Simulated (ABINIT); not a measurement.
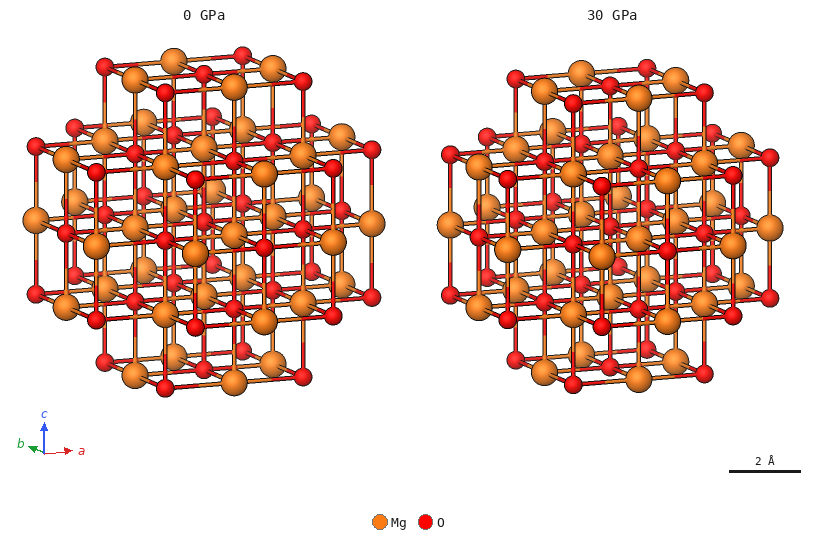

A crystal of MgO (set up in Fm-3m), relaxed (cell and atoms) at several target pressures. The picture shows the first and the last member. A ball-and-stick model of the conventional cell (4 times the calculation's cell), seen slightly off an axis. Lengths and directions refer to the drawn axes.

Computed with ABINIT 10.8.3: PBE, JTH PAW PBE v2.0. Settings: plane-wave cutoff 625.9 eV; k-point mesh 11 × 11 × 11; occupations fermi-dirac; smearing width 0.05 eV; no spin polarisation.

| pressure (GPa) | volume (Å³/atom) | a (Å) |
| --- | --- | --- |
| 0 | 9.643 | 4.257 |
| 5 | ? | ? |
| 10 | 9.084 | 4.173 |
| 20 | 8.655 | 4.106 |
| 30 | 8.308 | 4.051 |

Question: Fill in the missing row.

Answer: Murnaghan's form V = V₀(1 + B′P/B₀)^(−1/B′), with V₀ = 9.643 Å³ from the row at zero pressure, fits the other rows with B₀ = 149 GPa and B′ = 3.86 (largest miss 0.001 Å³). At 5 GPa it gives 9.643 × (1 + 3.86 × 5/149)^(−1/3.86) = 9.343 Å³ per atom. The calculation gives 9.342 Å³/atom (a = 4.212 Å). The estimate is 0.001 Å³/atom too high. From the first member to the last: Mg–O 2.128 → 2.025 Å.

The whole series:

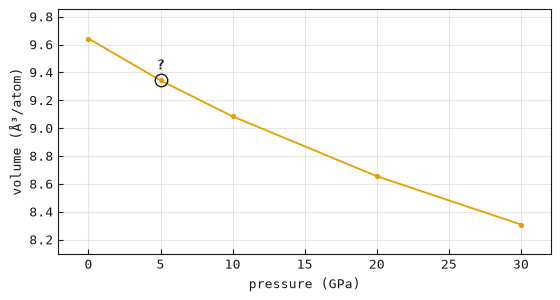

Each member starts from this one structure; whether another phase lies lower wasn't checked.
